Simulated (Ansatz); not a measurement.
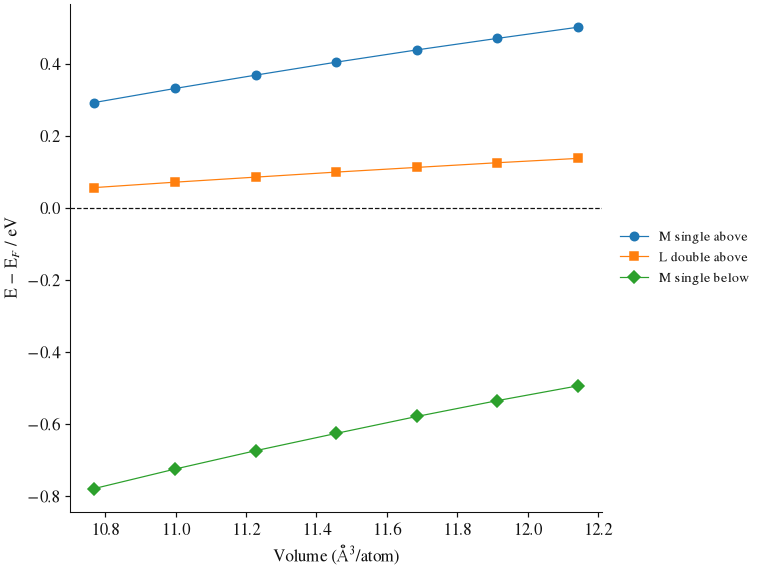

Levels at named k points against volume, from the Fermi level of each run. Each is named by its point, its degeneracy (spin aside) and its side of the Fermi level at the middle volume, where it is the nearest level on that side.

System: Cu, space group P6_3/mmc (No. 194), 4 atoms in the cell. The cell is scaled at fixed shape and fractional positions; at the middle volume, a = 2.531 Å, c = 8.262 Å (hexagonal axes). Level of theory: PBE, Ansatz PAW, no spin polarisation, no spin-orbit coupling, 12×12×4 k mesh, 420 eV cutoff, Fermi-Dirac smearing of 0.05 eV; code Ansatz 0.2.0.

### How does each level move against the Fermi level from 10.77 Å³/atom to 12.14 Å³/atom?

M single above goes from +0.29 to +0.50 eV, L double above goes from +0.06 to +0.14 eV and M single below goes from −0.78 to −0.49 eV.

| volume | M single above (eV) | L double above (eV) | M single below (eV) |
| --- | --- | --- | --- |
| 10.77 Å³/atom | 0.29 | 0.06 | −0.78 |
| 11.00 Å³/atom | 0.33 | 0.07 | −0.72 |
| 11.23 Å³/atom | 0.37 | 0.09 | −0.67 |
| 11.46 Å³/atom | 0.40 | 0.10 | −0.63 |
| 11.69 Å³/atom | 0.44 | 0.11 | −0.58 |
| 11.91 Å³/atom | 0.47 | 0.12 | −0.54 |
| 12.14 Å³/atom | 0.50 | 0.14 | −0.49 |

This isn't the form of Cu at room conditions, which is fcc. The Fermi level is that of this mesh and smearing. The pressure runs from 19 to −2 GPa along the series.
